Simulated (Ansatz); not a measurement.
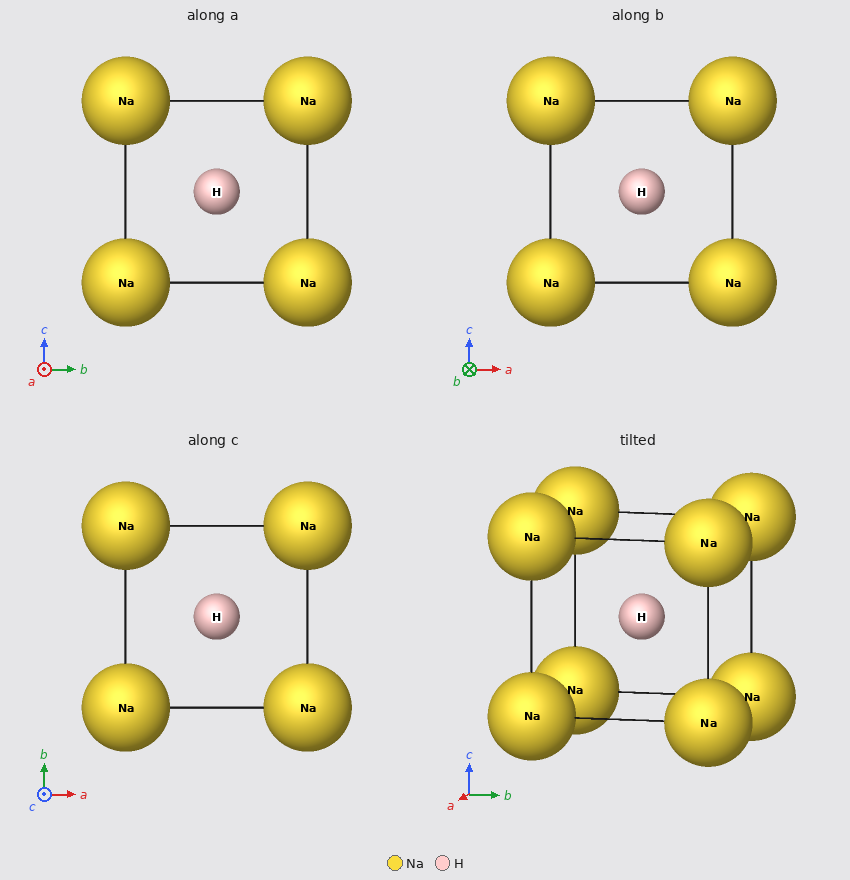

Drawn in the spheres-only manner and seen along the a axis, along the b axis, along the c axis and slightly off an axis. One conventional unit cell is outlined, and atoms on its boundary appear in each equivalent place.

Lattice parameters: a = 2.9650 Å, b = 2.9650 Å, c = 2.9650 Å, α = 90.000°, β = 90.000°, γ = 90.000°.

**Record the structure as a CIF with its space group and independent sites.**

```cif
data_structure
_symmetry_space_group_name_H-M 'P m -3 m'
_symmetry_Int_Tables_number 221
_cell_length_a 2.9650
_cell_length_b 2.9650
_cell_length_c 2.9650
_cell_angle_alpha 90.000
_cell_angle_beta 90.000
_cell_angle_gamma 90.000
_cell_volume 26.07
loop_
_atom_site_label
_atom_site_type_symbol
_atom_site_symmetry_multiplicity
_atom_site_Wyckoff_symbol
_atom_site_fract_x
_atom_site_fract_y
_atom_site_fract_z
_atom_site_occupancy
Na1 Na 1 a 0.0000 0.0000 0.0000 1
H1 H 1 b 0.5000 0.5000 0.5000 1
```

The structure was taken from a structure type filled with these elements by a generator (whether the compound takes this form wasn't checked). Atoms and cell were optimised with DFT, PBE, plane waves, PAW in Ansatz 0.2.0.
